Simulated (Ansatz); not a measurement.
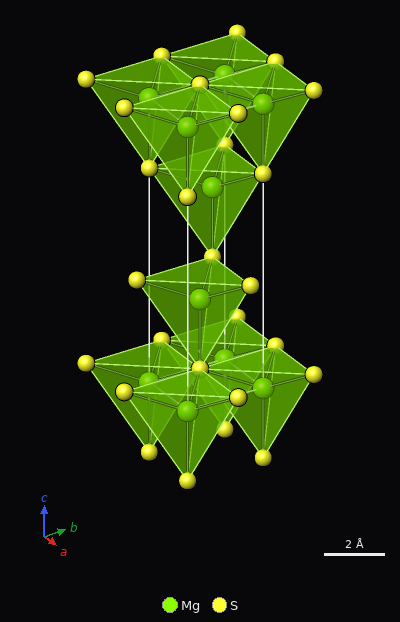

*The input geometry (polyhedral view of the cell 3 times as large as that of the calculation, set on its symmetry axes, seen slightly off an axis; polyhedra are completed across the faces of the cell). An atom can appear more than once, as a periodic image.*

# Band-structure calculation of MgS

MgS (R3m, 2 atoms in the cell), computed with DFT, r2SCAN, plane waves, PAW, no spin polarisation (Ansatz 0.2.0).

The structure was built on a prototype by a generator. The geometry comes from this level: r2SCAN (a point of a series of strains). It belongs to a series of runs on one base structure; here: epitaxial_111 strain -2.0%.

Input file
```yaml
crystal:
  lattice:
    - [0.06685126, 2.8411105644, 2.8411105644]
    - [2.8411105644, 0.06685126, 2.8411105644]
    - [2.8411105644, 2.8411105644, 0.06685126]
  atoms:
    - { symbol: Mg, position: [0.0022259132, 0.0022259132, 0.0022259132] }
    - { symbol: S, position: [0.2477740868, 0.2477740868, 0.2477740868] }
kpoints:
  mp_grid: { grid: [8, 8, 8] }
  band_path:
    path:
      - [0.0, 0.0, 0.0]
      - [-0.5, -0.5, 0.0]
      - [-0.375, -0.375, 0.25]
      - [-0.375, 0.0, 0.375]
      - [0.0, 0.0, 0.5]
      - [-0.5, -0.25, 0.25]
    npoints: 1
hamiltonian:
  xc: r2scan
scf:
  occupations: { method: fixed }
  n_extra_bands: 4
output:
  forces: true
  stress: true
  eigenvalues: true
  write_density: true
  write_potential: true
  elf: true
  volumetric_format: npy
```

Run on 2 threads of AMD EPYC (Zen 3), 288 GiB of memory available, shared host.

Command:
```bash
ansatz run input.yaml --threads 2 --pin off --max-ram 20275MiB --backend cpu --events-out ev --progress --plain --runs-dir out
```

Output
```
scf.n_extra_bands = 4 over 8 filled bands (N_el = 16.0): the run solves 12 bands
Engine: ansatz 0.2.0, x86_64-unknown-linux-gnu
Pseudopotentials: kind: paw
Pseudopotential: Mg, paw, valence charge 10, recommended cutoff 500 eV (meta_gga), Mg.paw.azcp
Pseudopotential: S, paw, valence charge 6, recommended cutoff 500 eV (meta_gga), S.paw.azcp
Functional definition: r2SCAN
  parameter k0 = 0.174
  parameter k1 = 0.065
  parameter a1 = 4.9479
  exchange = r2scan_x(k0 = k0, k1 = k1, a1 = a1)
  correlation = r2scan_c
Crystal: 2 atoms, lattice volume = 44.248 Å³
Basis set: ecut = 500 eV, 1123 PW (Γ), exchange–correlation on 120×120×120 points (64 copies of the dense FFT grid, shifted against one another)
Bands: 12, of which v1, the nominal top of the filled ones, is band 8 counted from 1 (7 counted from 0)
Symmetry: 6 space group operations
Space group: R3m (ITA 160), of the structure as read, at distance tolerance 3.5e-5 Å
k-points: 65 of 512 (time reversal used)
Non-local potential: Mg, projectors of the file, l = 0: 3, l = 1: 2, l = 2: 1
Non-local potential: S, projectors of the file, l = 0: 2, l = 1: 2, l = 2: 2
PAW form: soft (Blöchl's): semilocal exchange-correlation on the pseudo side does not see the compensation charge
PAW frozen core: Mg, regenerated for the run's functional (the file was generated under x = pbe(κ = 0.804, μ = 0.2195149727645171), c = pbe(β = 0.06672455060314922))
PAW frozen core: S, regenerated for the run's functional (the file was generated under x = pbe(κ = 0.804, μ = 0.2195149727645171), c = pbe(β = 0.06672455060314922))
PAW one-centre angular grid: Mg, 302 points (default); XC on 224 Gauss nodes
PAW one-centre angular grid: S, 302 points (default); XC on 160 Gauss nodes
Initial density: superposition of atomic densities (neutral atoms: chi_scale 0, normalization atom), corrected by the library's trained network
Initial wavefunctions: pseudopotential atomic-orbital guess
Functional: x = r2scan, c = r2scan; τ floored in thin density (d = 2e-4 eV/Å³)
SCF iter   1: F=—  HF=-2835.472104 eV  |F-HF|=—  |Δ(HF+E_count)|=         —  Δρ=6.20e-3  dr2=6.45e-3  dr2_τ=7.53e-3  ethr=1.77e-3  ⟨swp⟩=4.6  Hψ=4313  notcnv=0  defer=122
preconditioner: auto → none  [insulator: Δε(μ)=4.138 eV  Ē_g=12.036 eV  n_scr=14 (ndim 8)  ℏωp=15.8 eV  f_vac=0.014  ε∞_Penn≈2.7]
SCF iter   2: F=—  HF=-2835.499926 eV  |F-HF|=—  |Δ(HF+E_count)|=   2.78e-2  Δρ=2.42e-3  dr2=1.64e-3  dr2_τ=4.78e-5  ethr=4.03e-5  ⟨swp⟩=2.8  Hψ=2018  notcnv=0  defer=127
SCF iter   3: F=—  HF=-2835.500148 eV  |F-HF|=—  |Δ(HF+E_count)|=   2.22e-4  Δρ=6.04e-4  dr2=1.08e-4  dr2_τ=8.08e-6  ethr=1.02e-5  ⟨swp⟩=3.0  Hψ=1432  notcnv=0  defer=128
SCF iter   4: F=—  HF=-2835.500146 eV  |F-HF|=—  |Δ(HF+E_count)|=   2.02e-6  Δρ=9.90e-5  dr2=3.10e-6  dr2_τ=6.65e-7  ethr=6.77e-7  ⟨swp⟩=2.0  Hψ=1038  notcnv=0  defer=128
SCF iter   5: F=—  HF=-2835.500147 eV  |F-HF|=—  |Δ(HF+E_count)|=   1.24e-6  Δρ=2.04e-5  dr2=8.94e-8  dr2_τ=3.87e-9  ethr=1.94e-8  ⟨swp⟩=2.4  Hψ=1137  notcnv=0
SCF iter   6: F=-2835.500147 eV  HF=-2835.500147 eV  |F-HF|=1.11e-9  |Δ(HF+E_count)|=   6.56e-8  Δρ=2.18e-6  dr2=1.53e-9  dr2_τ=1.76e-10  ethr=5.59e-10  ⟨swp⟩=8.2  Hψ=5722  notcnv=0
SCF 1 converged in 6 iterations: F = -2835.500147 eV  dr2 = 1.53e-9
  greatest PAW one-centre occupation: 1.000 electrons in one spin orbital (limit 2), on the Mg atom at site 0 (counted from 0), in its partial waves of l = 0
NSCF: frozen V_eff on 6 k-points
SCF converged after 6 iterations
Free energy (F): -2835.500147 eV
Harris-Foulkes:  -2835.500147 eV  (|F-HF|=1.11e-9)
Internal energy: -2835.500147 eV  (E = F + TS)
E sigma→0 (E₀):  -2835.500147 eV
Fermi energy:    3.132435 eV
--- Per-component energies (eV) ---
  E_band       = -383.861382
  E_kinetic    = 184.017880
  E_local      = -1873.293778  (includes V_loc(G=0)·N_el)
  E_nonlocal   = 123.765295
  E_hartree    = 679.246455
  E_xc         = -120.218184
  E_vxc        = -135.703912  (∫ρ·V_xc dr)
  E_paw        = -905.741285  (= ΣΔE_a)
  E_vpaw       = -48.246395  (= ΣTr[D̂ρ^β])
  E_aug_tail   = -0.000000  (compensation charges beyond the density's cutoff)
  E_vtau       = 7.106269  (kinetic-family band-sum trace: ∫τ·v_τ [+ j·A + Jᵃ·Aᵃ] dr)
  E_ewald      = -923.140553
  E_core_change = -0.135975  (= ΣΔE_core)
  E_smearing   = -0.000000  (= −TS)
  E_closure    = -0.000000  (closes the sum)
  Σ components = -2835.500147   (vs F -2835.500147, Δ=0.00e0)
--- Forces (eV/Å), atoms counted from 1 ---
  atom   1  Mg     0.00034553     0.00034553     0.00034553
  atom   2  S     -0.00031289    -0.00031289    -0.00031289
  max |Σ_I F_I| component: 3.26e-5 eV/Å
--- Stress (GPa, compression-positive) ---
        1.546151      -0.790308      -0.790308
       -0.790308       1.546151      -0.790308
       -0.790308      -0.790308       1.546151
  P = ⅓ Tr σ = 1.5462 GPa (15.462 kbar)
--- Band table (eV; the first three rows and the last of 65) ---
  k-point 0: bands = ["-73.3903", "-38.4941", "-38.4941", "-38.4895", "-8.7745", "2.8981", "3.1324", "3.1324", "7.3027", "11.3963", "11.8619", "11.8619"]
  k-point 1: bands = ["-73.3903", "-38.4946", "-38.4942", "-38.4896", "-8.6771", "2.4234", "2.8793", "3.0690", "7.9383", "11.5660", "11.7144", "12.0469"]
  k-point 2: bands = ["-73.3903", "-38.4957", "-38.4944", "-38.4898", "-8.4243", "1.2094", "2.7581", "2.9255", "8.7672", "11.6392", "11.7535", "11.9803"]
  k-point 64: bands = ["-73.3902", "-38.4945", "-38.4945", "-38.4923", "-8.0914", "-0.2502", "2.8404", "2.8404", "9.1139", "11.4861", "11.4861", "12.4042"]
```

File rho_z.tsv
```
# z_ang	rho[e/angstrom^3]
# format = ansatz-planar-average/11
# lattice	0.066851260	2.841110564	2.841110564
# lattice	2.841110564	0.066851260	2.841110564
# lattice	2.841110564	2.841110564	0.066851260
# sites	2
# site	12	0.012796936	0.012796936	0.012796936
# site	16	1.424471161	1.424471161	1.424471161
0.000000	1.108211e0
0.133950	1.076955e0
0.267900	9.182403e-1
0.401849	7.094411e-1
0.535799	5.279648e-1
0.669749	4.112867e-1
0.803699	3.527902e-1
0.937648	3.266938e-1
1.071598	3.131004e-1
1.205548	3.035458e-1
1.339498	2.937614e-1
1.473448	2.794641e-1
1.607397	2.578661e-1
1.741347	2.292664e-1
1.875297	1.966508e-1
2.009247	1.640173e-1
2.143196	1.346173e-1
2.277146	1.101368e-1
2.411096	9.085023e-2
2.545046	7.633774e-2
2.678995	6.611886e-2
2.812945	6.012243e-2
2.946895	5.896927e-2
3.080845	6.471843e-2
3.214795	8.582650e-2
3.348744	1.445330e-1
3.482694	2.721577e-1
3.616644	4.833845e-1
3.750594	7.468708e-1
3.884543	9.840929e-1
```

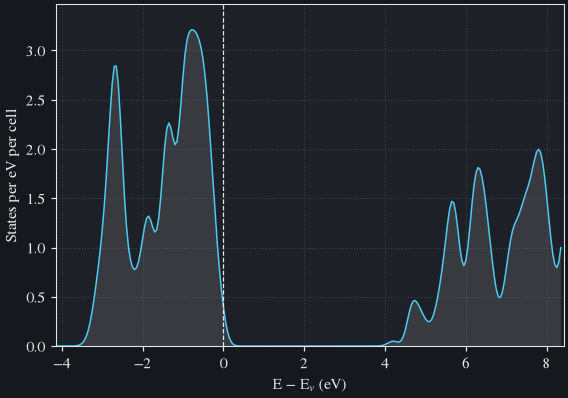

*Density of states (the curve is built from the levels of the k mesh with Gaussians 0.3 eV wide, which also blur the band edges), with energies from the valence-band top.*

There is a gap of 4.17 eV on the k-point mesh. Small ripples come from the finite k-point mesh.

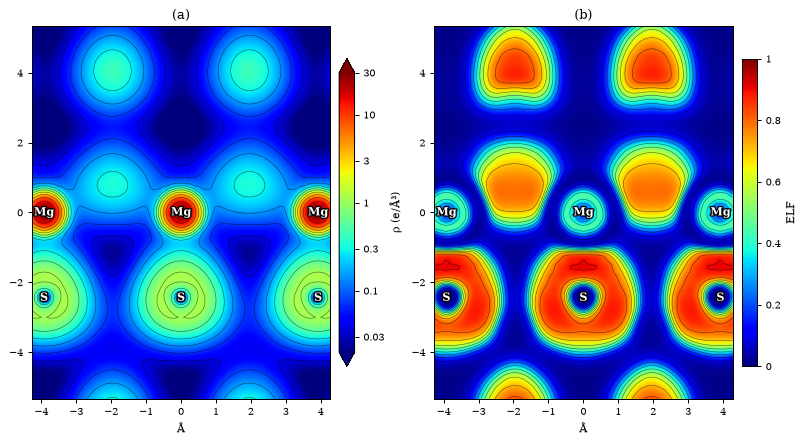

*(a) valence charge density (pseudo); (b) electron localisation function on the (100) plane of the conventional cell.*

Mg–S (2.45 Å): ρ is about 0.38 e/Å³ halfway; the ELF is about 0.85 at the midpoint. Away from the nuclei the density in this plane falls to 0.01 e/Å³ at its lowest. Core electrons are frozen (PAW), so the fields are smoothed inside the atomic spheres.

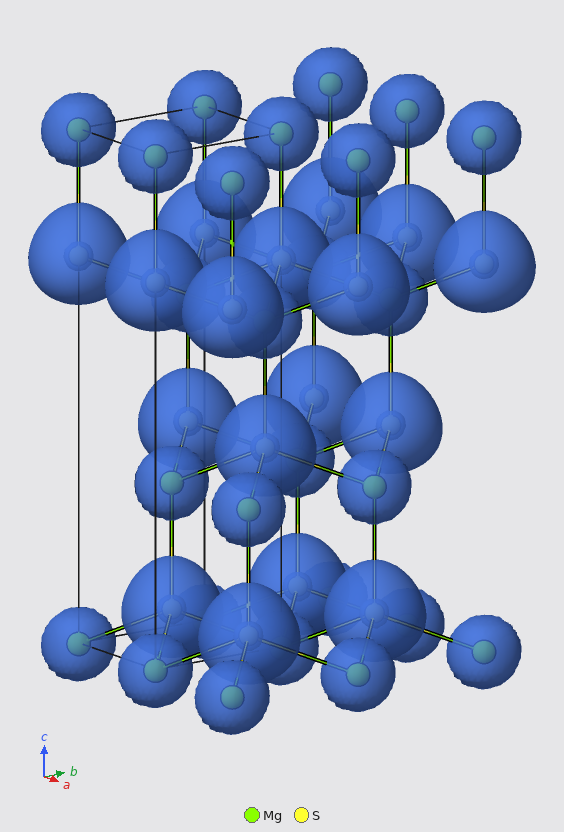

*Isosurface of the valence charge density (pseudo) at 0.6 e/Å³ (blue), seen slightly off an axis. Sticks mark near contacts. The outline is the cell set on symmetry axes.*

At this value the density breaks into separate islands; it holds about 70 % of the electrons treated as valence (semicore included). It is pinched off along the Mg–S (2.43 Å) contacts. On the grid the lowest density along these lines, outside the cores, is 0.27 e/Å³ (Mg–S, 2.43 Å).

Results in brief

```csv
quantity,value
outcome,converged
space group (tolerance 0.01 Å),R3m (160)
electrons treated,16
free energy,−2835.5001 eV
Fermi energy,3.132 eV
gap on the k-point mesh,4.17 eV
pressure,1.55 GPa
largest force (length of the vector),0.001 eV/Å
wall time,3.5 s (CPU time 6.9 s)
peak memory,0.67 GiB
```
